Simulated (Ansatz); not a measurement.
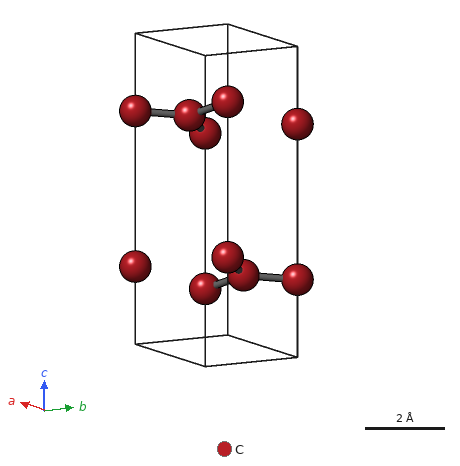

Reference structure: crystalline C (set up in P6_3/mmc). Style: ball-and-stick. Shown: the cell of the calculation, from a free direction.

Method: Ansatz 0.2.0, DFT PBE, scalar-relativistic, plane waves, PAW. (plane-wave cutoff 420 eV; occupations gaussian; smearing width 0.1 eV; no spin polarisation) The k-mesh is chosen for each cell (18×18×6, 12×12×8).

Now this is done to it. Every carbon atom is replaced by lead, which gives Pb. Cell and atoms are relaxed again (to zero pressure within 0.1 GPa, forces under 0.01 eV/Å).

> What does the calculation give for the changed structure?

The volume per atom goes from 11.15 to 40.06 Å³. The volume changes by +259.3 %, with a = b 2.467 → 5.447 Å (+120.8 %), c 8.465 → 6.236 Å (−26.3 %). The space group stays P6_3/mmc (No. 194).

The changed structure in the same view:

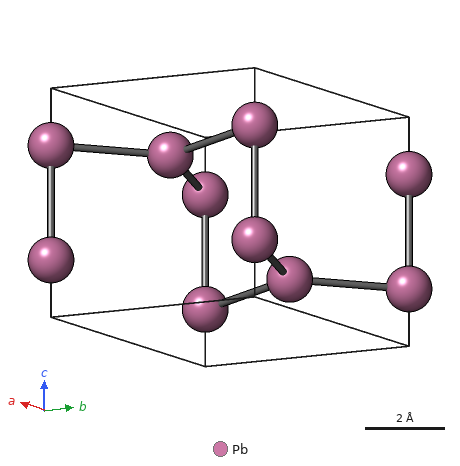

Limits of the set-up: layers or molecules are held without a dispersion correction, so their spacing is unreliable.
